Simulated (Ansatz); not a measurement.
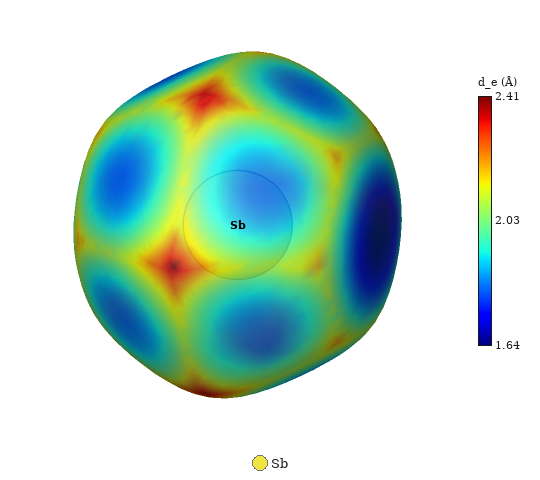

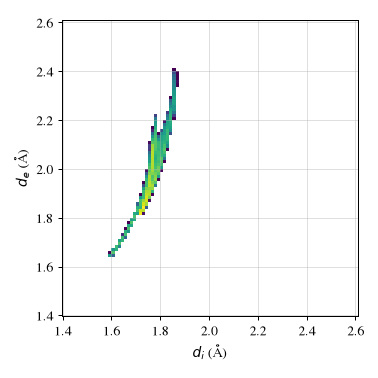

Hirshfeld surface computed for one Sb atom in Sb (P6/mmm, No. 191), coloured by d_e. The second picture is its fingerprint plot, coloured by area on a logarithmic scale (dark little, yellow much).

The surface is where the fragment's share of the procrystal density (the sum of the densities of spherically averaged neutral Hartree-Fock atoms) equals one half. d_i and d_e are the distances from the surface to the nearest nucleus inside and outside. From Rb on the atoms have core potentials, so only their outer electrons count.

Source of the atomic positions: the end point of a relaxation with DFT, PBE, plane waves (420 eV) with PAW, scalar-relativistic in Ansatz; the starting structure was generated, so it need not be a known form of this composition.

```xyz
3
Lattice="5.4352 0.0000 0.0000 -2.7176 4.7070 0.0000 0.0000 0.0000 3.2405" Properties=species:S:1:pos:R:3 pbc="T T T"
Sb    0.0000    0.0000    0.0000
Sb    0.0000    3.1380    1.6203
Sb    2.7176    1.5690    1.6203
```

Question: What is the shortest distance from the fragment to an atom outside it?

Answer: Sb–Sb, 3.24 Å.

Question: How is the surface shared among contacts (nearest atom inside ··· nearest atom outside)?

Answer: Sb···Sb 100 %. The surface faces 14 neighbours with more than 2 % of its area each: 14 Sb.

Question: Give the size and shape of the surface.

Answer: It encloses about 22.9 Å³, has an area of about 39 Å² and a globularity of 0.99 (1 for a sphere).

Question: Where does the fingerprint reach closest to the origin?

Answer: The smallest d_i + d_e is about 3.2 Å, which belongs to the shortest contact, Sb···Sb at 3.24 Å; d_e runs from 1.64 to 2.41 Å.
